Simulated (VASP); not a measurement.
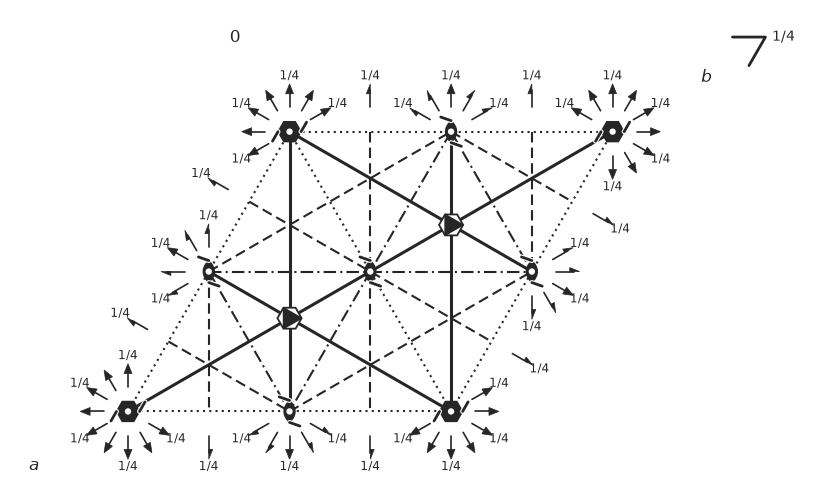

Symmetry elements of a space group, projected down c, computed from the operations of a computed or model structure of composition Ru.

Graphical symbols as in the International Tables (origin upper left, heights as fractions; handed screw axes are marked by their printed symbols).

Q: Which space group is it?

A: No. 194, P6₃/mmc; primitive hexagonal, point group 6/mmm, 24 general positions a cell.

Q: List the elements shown.

A: −6 axes along c at (1/3, 2/3), (2/3, 1/3); 6₃ axes along c at (0, 0); 2₁ axes along c at (0, 1/2), (1/2, 0), (1/2, 1/2); inversion centres at (0, 0), (0, 1/2), (1/2, 0), (1/2, 1/2); mirror planes holding c and [1 2 0] or [2 1 0] or [−1 1 0]; in-plane glide planes holding c and [1 2 0] or [2 1 0] or [−1 1 0]; c glide planes normal to a*, at x = 0; n glide planes normal to a*, at x = 1/2; c glide planes normal to b*, at y = 0; n glide planes normal to b*, at y = 1/2; c glide planes holding c and [1 1 0]; diagonal glide planes holding c and [1 1 0]; a mirror plane normal to c at height 1/4; 2 axes along [1 1 0] at height 0; 2 axes along [1 2 0] at height 1/4; 2 axes along [2 1 0] at height 1/4; 2 axes along [−1 1 0] at height 1/4; 2 axes along a at height 0; 2 axes along b at height 0; 2₁ axes along [1 1 0] at height 0; 2₁ axes along [1 2 0] at height 1/4; 2₁ axes along [2 1 0] at height 1/4; 2₁ axes along [−1 1 0] at height 1/4; 2₁ axes along a at height 0; 2₁ axes along b at height 0. Heights repeat every half period; positions are (a, b) fractions, modulo 1.

Q: Write the general positions (in any order).

A: x, y, z; −x, −y, −z; x−y, x, z+1/2; −x+y, −x, −z+1/2; −y, x−y, z; y, −x+y, −z; −x, −y, z+1/2; x, y, −z+1/2; −x+y, −x, z; x−y, x, −z; y, −x+y, z+1/2; −y, x−y, −z+1/2; −y, −x, −z+1/2; y, x, z+1/2; −x, −x+y, −z; x, x−y, z; −x+y, y, −z+1/2; x−y, −y, z+1/2; y, x, −z; −y, −x, z; x, x−y, −z+1/2; −x, −x+y, z+1/2; x−y, −y, −z; −x+y, y, z
